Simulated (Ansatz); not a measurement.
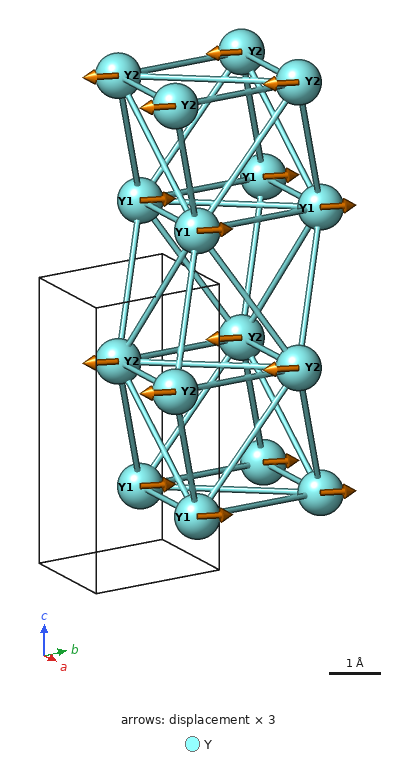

A symmetric starting cell of Y. The orange arrows show how the atoms are displaced (without the part that the change of the cell carries along), magnified 3 times. Besides, the cell is strained by +3.4 % along [3 0 1], +0.8 % along [1 2 0], −2.2 % along [2 0 −3] (volume +1.9 %). The picture is a ball-and-stick view of the cell of the calculation, repeated 2 × 2 × 2 with one cell outlined, seen slightly off an axis.

Theory: Ansatz, DFT PBE, scalar-relativistic, plane waves, PAW. (plane-wave cutoff 420 eV; k-point mesh 12 × 12 × 8; occupations gaussian; smearing width 0.1 eV; no spin polarisation)

### How are the atoms displaced, and what does the calculation give?

Atoms are displaced by 0.25 Å relative to the cell: Y1 0.25 Å along [1 2 0]. No relaxation follows. The starting cell wasn't computed here and needn't be at equilibrium, so pressure and forces aren't due to the change alone. The pressure is −1.1 GPa (not all of it need come from the change, since the unchanged cell can be under pressure at this level too). The principal stresses (compression positive) are 1.1 GPa roughly along c, −0.5 GPa along [1 2 0], −4.0 GPa along a. The largest forces, 0.69 eV/Å, act on Y1 and Y2; on Y1 it points along [−1 −2 0]. The forces point straight back along the displacements (cosine −1.00). Among the bonded contacts that change: Y–Y 3.564 → 3.267 to 3.798 Å, Y–Y 3.651 → 3.696 to 3.744 Å. The space group (tolerance 0.01 Å) goes from P6_3/mmc (No. 194) to C2/c (No. 15).
